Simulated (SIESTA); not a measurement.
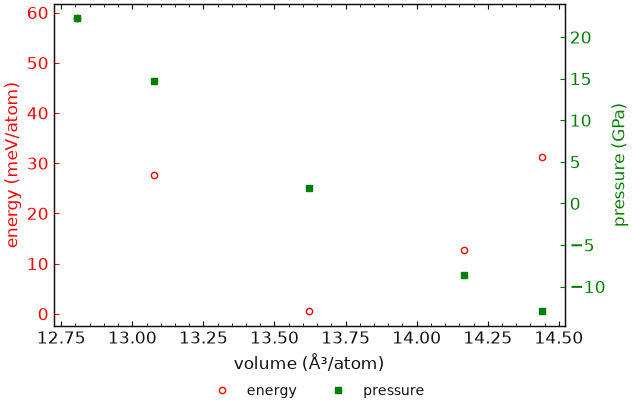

The picture above shows the energy and pressure against volume for Ta₂N, space group P-3m1 (No. 164).

Cell as given: a = 3.113 Å, b = 3.113 Å, c = 4.870 Å, α = 90.00°, β = 90.00°, γ = 120.00°; 3 atoms.

Computed with SIESTA 5.4.2: DFT in numerical atomic orbitals with pseudopotentials, no spin polarisation; energies at scaled volumes of the given cell, shape and fractions fixed, counted from the fit's minimum, third-order Birch-Murnaghan fit. Level: PBE.

```tsv
setting	value
k mesh	10×10×6
occupations	Fermi–Dirac
smearing width	0.05 eV
potentials	PseudoDojo 0.4 standard, converted to PSML, two zetas on semicore shells
program settings	basis DZP, mesh cutoff 800 Ry
```

The points at volume 13.35 Å³/atom and 13.89 Å³/atom are left out of the plot. What values does the calculation give there?

```json
{"volume (Å³/atom)": "13.35", "energy (meV/atom)": "8.59", "pressure (GPa)": "7.84"}
{"volume (Å³/atom)": "13.89", "energy (meV/atom)": "2.16", "pressure (GPa)": "-3.70"}
```

Limits of the calculation: mulliken charges of long orbitals; short basis over semicore shells; shape and atomic fractions are frozen while scaling, which makes layered, chain and framework solids too stiff.
